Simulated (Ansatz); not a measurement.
Structure data:

```cif
data_structure
_symmetry_space_group_name_H-M 'P 1'
_symmetry_Int_Tables_number 1
_cell_length_a 5.3088
_cell_length_b 9.1950
_cell_length_c 7.2844
_cell_angle_alpha 90.000
_cell_angle_beta 90.000
_cell_angle_gamma 90.000
_cell_volume 355.58
loop_
_atom_site_label
_atom_site_type_symbol
_atom_site_fract_x
_atom_site_fract_y
_atom_site_fract_z
_atom_site_occupancy
Mg1 Mg 0.44589 0.50000 0.19751 1
Mg2 Mg 0.01228 0.30966 0.16749 1
Mg3 Mg 0.51228 0.19034 0.16749 1
Mg4 Mg 0.21177 0.50000 0.81741 1
Mg5 Mg 0.65948 0.31685 0.80745 1
Mg6 Mg 0.15948 0.18315 0.80745 1
H1 H 0.43568 0.00000 0.34612 1
H2 H 0.67118 0.31868 0.43717 1
H3 H 0.17118 0.18132 0.43717 1
H4 H 0.05314 0.00000 0.56184 1
H5 H 0.50723 0.87729 0.56448 1
H6 H 0.50723 0.12271 0.56448 1
O1 O 0.17330 0.84558 0.30754 1
O2 O 0.17330 0.15442 0.30754 1
O3 O 0.03396 0.00000 0.69472 1
O4 O 0.49794 0.84712 0.69242 1
O5 O 0.49794 0.15288 0.69242 1
O6 O 0.59860 0.00000 0.28149 1
O7 O 0.33906 0.33284 0.99614 1
O8 O 0.83906 0.16716 0.99614 1
Mg7 Mg 0.94589 0.00000 0.19751 1
Mg8 Mg 0.51228 0.80966 0.16749 1
Mg9 Mg 0.01228 0.69034 0.16749 1
Mg10 Mg 0.71177 0.00000 0.81741 1
Mg11 Mg 0.15948 0.81685 0.80745 1
Mg12 Mg 0.65948 0.68315 0.80745 1
H7 H 0.93568 0.50000 0.34612 1
H8 H 0.17118 0.81868 0.43717 1
H9 H 0.67118 0.68132 0.43717 1
H10 H 0.55314 0.50000 0.56184 1
H11 H 0.00723 0.37729 0.56448 1
H12 H 0.00723 0.62271 0.56448 1
O9 O 0.67330 0.34558 0.30754 1
O10 O 0.67330 0.65442 0.30754 1
O11 O 0.53396 0.50000 0.69472 1
O12 O 0.99794 0.34712 0.69242 1
O13 O 0.99794 0.65288 0.69242 1
O14 O 0.09860 0.50000 0.28149 1
O15 O 0.83906 0.83284 0.99614 1
O16 O 0.33906 0.66716 0.99614 1
```

Question: Work out the structure from the coordinates.

Answer: Composition: Mg₃H₃O₄. It is base-centred monoclinic, space group Cm (No. 8). In the cell are 12 Mg, 12 H, 16 O, which makes 4 formula units. Each Mg has five O at 1.93 to 2.20 Å. Each H is bonded to one O at 0.97 to 0.98 Å. By contacts within bonding range, the coordination numbers are O 4 to 6 (mean 4.5). The bonds build Mg3H3O4 layers parallel to (001).

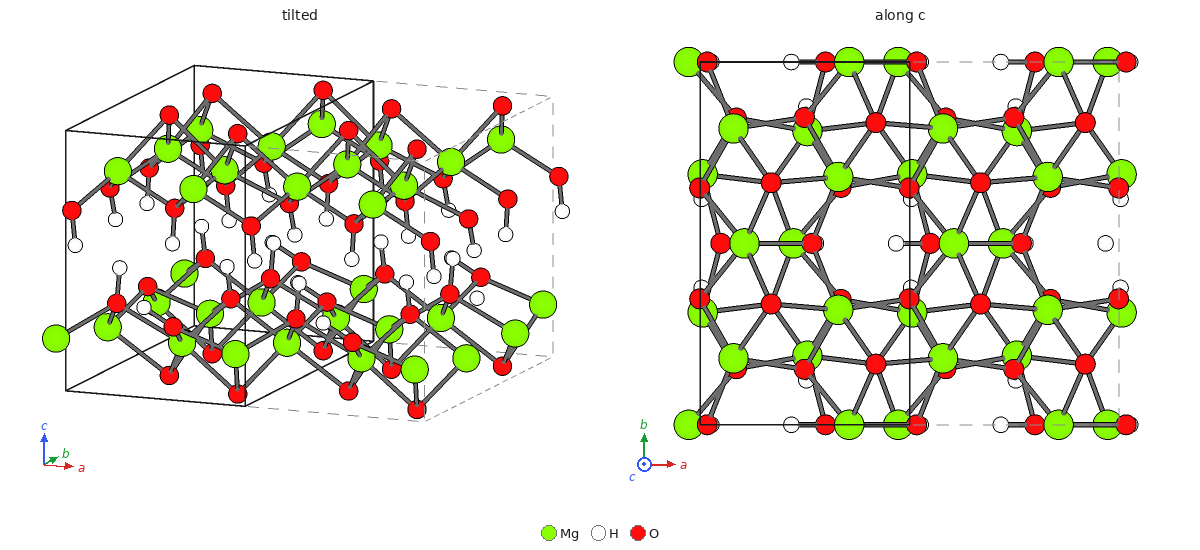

Ball-and-stick model, viewed slightly off an axis and along the c axis. Shown are 2×1×1 repeats of the conventional unit cell, one of them outlined in solid lines.

The initial geometry was an entry, possibly a prediction, of the Crystallography Open Database. The cell was then strained or its atoms displaced on purpose. The atoms were relaxed in a fixed cell with DFT PBEsol, scalar-relativistic, plane waves, PAW (Ansatz).

At this level of theory the cell isn't at rest (compressed, at 12 GPa), so its distances can differ from those at equilibrium, the more so the softer the solid.
